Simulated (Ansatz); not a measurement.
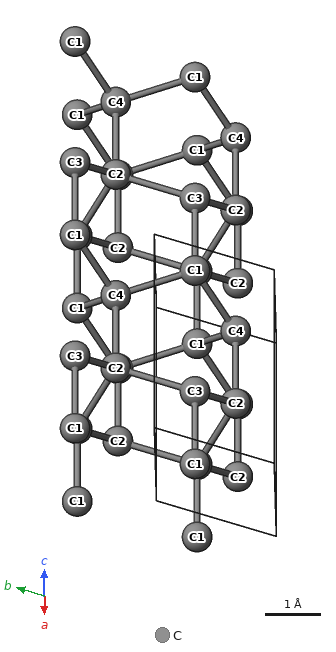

The starting point is a crystal of C (built on the lonsdaleite (2H) type) at its r2SCAN-relaxed geometry. Style: ball-and-stick. Shown: the cell of the calculation, repeated 2 × 2 × 2 with one cell outlined, from a free direction.

Theory: DFT, HSE06, plane waves, PAW (Ansatz). (plane-wave cutoff 420 eV; k-point mesh 9 × 9 × 4; occupations fixed; no spin polarisation)

The variant: All lengths are scaled by −3.0 % (volume −8.7 %). The atoms were relaxed with r2SCAN under that strain, and this is a single point on that geometry.

Input file:
```yaml
crystal:
  lattice:
    - [2.4280995106, 0.0, 0.0]
    - [-1.2140497553, 2.1027958591, 0.0]
    - [0.0, 0.0, 4.0438032134]
  atoms:
    - { symbol: C, position: [0.3333333333, 0.6666666667, 0.0005733784] }
    - { symbol: C, position: [0.6666666667, 0.3333333333, 0.5005733784] }
    - { symbol: C, position: [0.3333333333, 0.6666666667, 0.3744266216] }
    - { symbol: C, position: [0.6666666667, 0.3333333333, 0.8744266216] }
kpoints:
  mp_grid: { grid: [9, 9, 4] }
  band_path:
    path:
      - [0.0, 0.0, 0.0]
      - [0.5, 0.0, 0.0]
      - [0.3333333333, 0.3333333333, 0.0]
      - [0.0, 0.0, 0.5]
      - [0.5, 0.0, 0.5]
      - [0.3333333333, 0.3333333333, 0.5]
    npoints: 1
hamiltonian:
  xc: hse06
scf:
  occupations: { method: fixed }
  n_extra_bands: 5
output:
  forces: true
  stress: true
  eigenvalues: true
```

Run as
```bash
ansatz run input.yaml --threads 2 --pin off --max-ram 2211MiB --backend cpu --events-out ev --progress --plain --runs-dir out
```

Q: What is the effect?

A: The energy rises by 51.9 meV per atom. Pressure: −5.7 GPa before, 42.7 GPa after. The largest forces, 0.015 eV/Å, act on C1, C2, C3 and C4. Among the bonded contacts that change: C–C 1.561 → 1.512 Å, C–C 1.537 → 1.492 Å. The space group stays P6_3/mmc (No. 194).

Drawn alike, the variant:

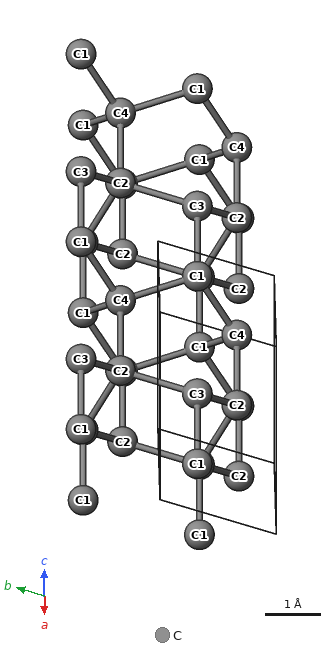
